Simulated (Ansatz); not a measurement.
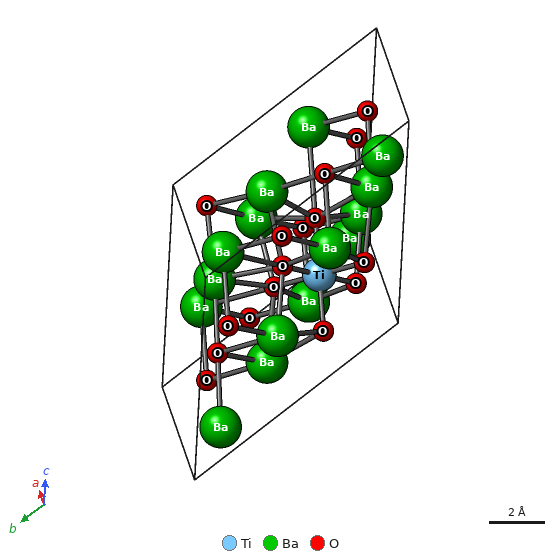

Ball-and-stick representation of a periodic structure, projected from a general direction. Atoms at the boundary of the supercell (the box) are drawn once for each face, edge or corner they touch. The host is BaO, in a cell of 32 sites, and the cell is neutral.

### Which defect is modelled here, and what are its neighbours?

Titanium on a barium site (a substitutional impurity). It is bonded to six O in an octahedral arrangement at about 2.1 Å.

Method used: Ansatz, DFT PBE, scalar-relativistic, plane waves, PAW. It ran with a kinetic-energy cutoff of 420 eV, k-points on a 2×2×2 grid, Gaussian smearing of 0.01 eV, collinear spins.

### Does the cell have a net magnetic moment?

Yes, 0.5 μB in the cell.

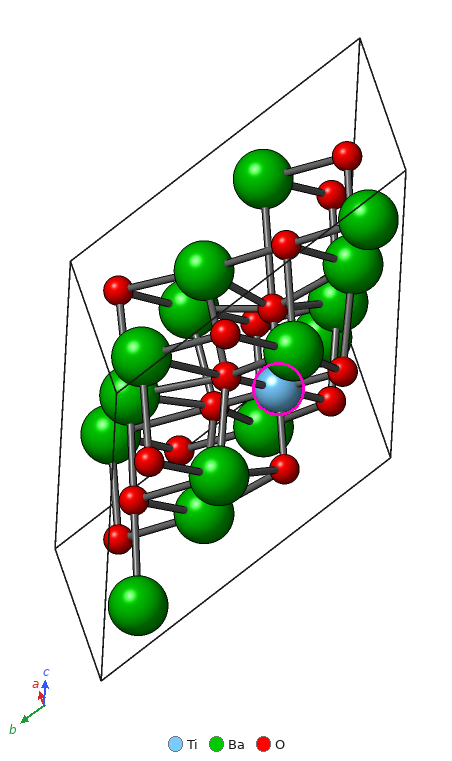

The same cell with a ring at the defect's site.

The atoms were relaxed in the host's cell with DFT PBE, scalar-relativistic, plane waves, PAW in Ansatz.
